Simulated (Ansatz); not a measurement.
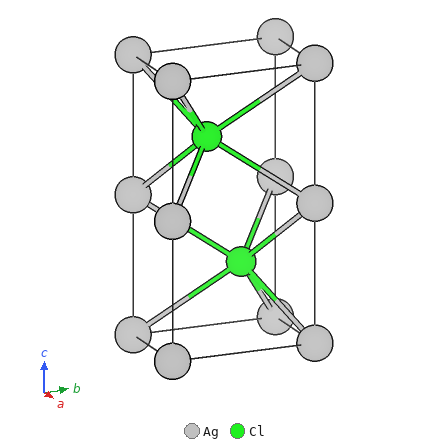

System: AgCl, space group P6_3/mmc (No. 194) (cell built by us, not taken from a database). The picture shows the cell.

Input file:
```
crystal:
  lattice:
    - [3.9976174026, 0.0, 0.0]
    - [-1.9988087013, 3.4620382252, 0.0]
    - [0.0, 0.0, 5.9113091276]
  atoms:
    - { symbol: Ag, position: [0.0, 0.0, 0.0] }
    - { symbol: Ag, position: [0.0, 0.0, 0.5] }
    - { symbol: Cl, position: [0.3333333333, 0.6666666667, 0.25] }
    - { symbol: Cl, position: [0.6666666667, 0.3333333333, 0.75] }
kpoints:
  mp_grid: { grid: [6, 6, 4] }
hamiltonian:
  xc: pbesol
scf:
  occupations: { method: fixed }
phonons:
  method: dfpt
  dielectric: true
  qpoints: [[0, 0, 0]]
  rigid_motions: translations
```

Calculation (Ansatz 0.2.0): Born effective charges by linear response at the zone centre, in units of the proton charge, Cartesian axes of the given cell; DFT, PBEsol, plane waves, PAW. Level: PBEsol, no spin polarisation.

- periodic directions: 3
- potentials: PAW
- wave cutoff: 420 eV
- k mesh: 6×6×4

What does the calculation give for the mean Born effective charge of each atom? The cases: Ag 1; Ag 2; Cl 1; Cl 2.

All are equal in size, 1.41 e, and the charges add up to 0.00 e. The diagonal components of each atom differ by at most 0.14 e.

```
atom  mean Born effective charge (e)  Born charge xx (e)  Born charge zz (e)
Ag 1                            1.41               1.455               1.312
Ag 2                            1.41               1.455               1.312
Cl 1                           -1.41              -1.455              -1.312
Cl 2                           -1.41              -1.455              -1.312
```

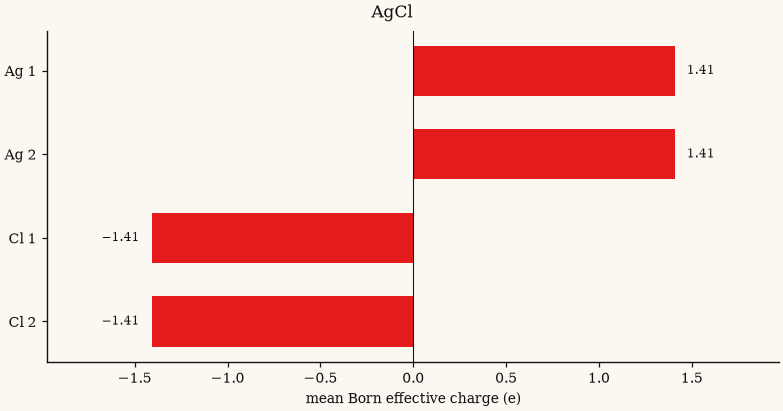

Note: field response not settled on the k mesh.
